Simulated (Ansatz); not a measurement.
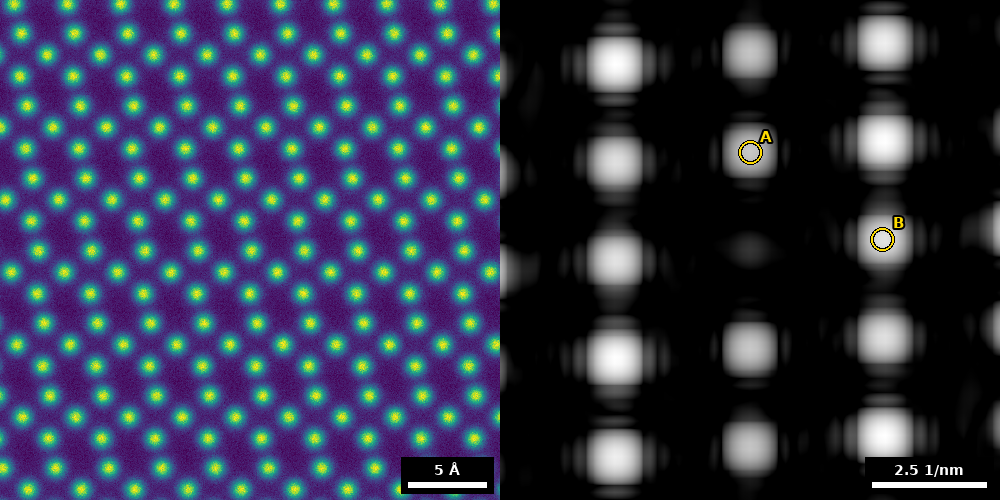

Dark-field STEM-like image of S (C2/m, No. 12) along [010]. Simulated incoherent Z contrast: every atom adds Z^1.7 spread by a probe of 0.89 Å full width; channelling and multiple scattering are left out. The probe carries 25 % of its weight in a tail 2.5 times as wide. The display is stretched by a gamma of 0.8; percentages refer to the linear signal. Shot noise was added. Model: the geometry relaxed with DFT PBE, scalar-relativistic, plane waves, PAW (Ansatz); the starting structure was generated, so it need not be a known form of this composition.

The right panel is the modulus of the image's Fourier transform on a logarithmic scale.

a = 6.859 Å, b = 5.266 Å, c = 5.581 Å, α = 90.00°, β = 123.27°, γ = 90.00°

### Index the marked spots and give their plane spacings (the zone axis points at the viewer; indices equivalent by symmetry, or all signs reversed, are as good).

A: (001), d = 4.67 Å; B: (-2 0 1), d = 3.42 Å. A and B enclose 85°, and every spot obeys the zone law hu + kv + lw = 0 for [010].
